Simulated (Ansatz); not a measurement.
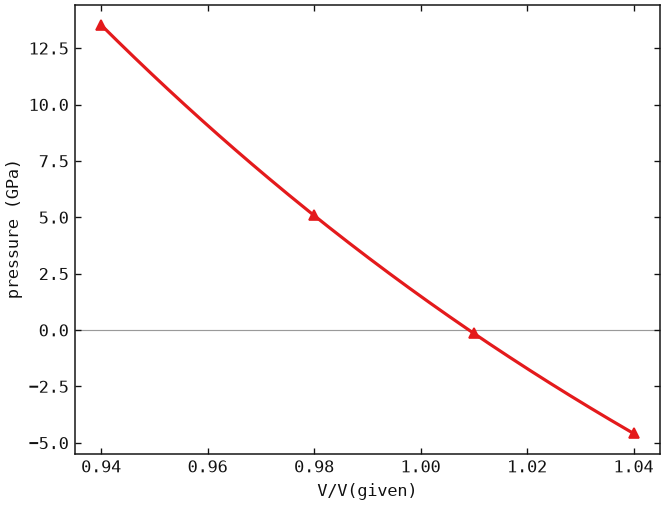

The picture above shows the pressure against V/V(given) for BaTiO₃, space group Pm-3m (No. 221).

Cell as given: a = 4.007 Å, b = 4.007 Å, c = 4.007 Å, α = 90.00°, β = 90.00°, γ = 90.00°; 5 atoms.

Calculation (Ansatz 0.2.0): periodic Kohn-Sham DFT of a crystal at fixed atoms, scaled to the stated factor times the given cell; pressure positive in compression. Level: PBE.

method all-electron PAW; relativity scalar; k mesh 8×8×8; occupations Fermi–Dirac; smearing width 0.05 eV; nucleus Gaussian.

V(given) is 12.87 Å³/atom.

Q: Read off the course of the pressure.

A: It falls from 13.5 GPa at V/V(given) 0.94 to −4.6 GPa at 1.04, and changes sign near 1.01.

Note: field gradient without spin-orbit coupling on heavy atoms; no spin-orbit coupling on heavy atoms.
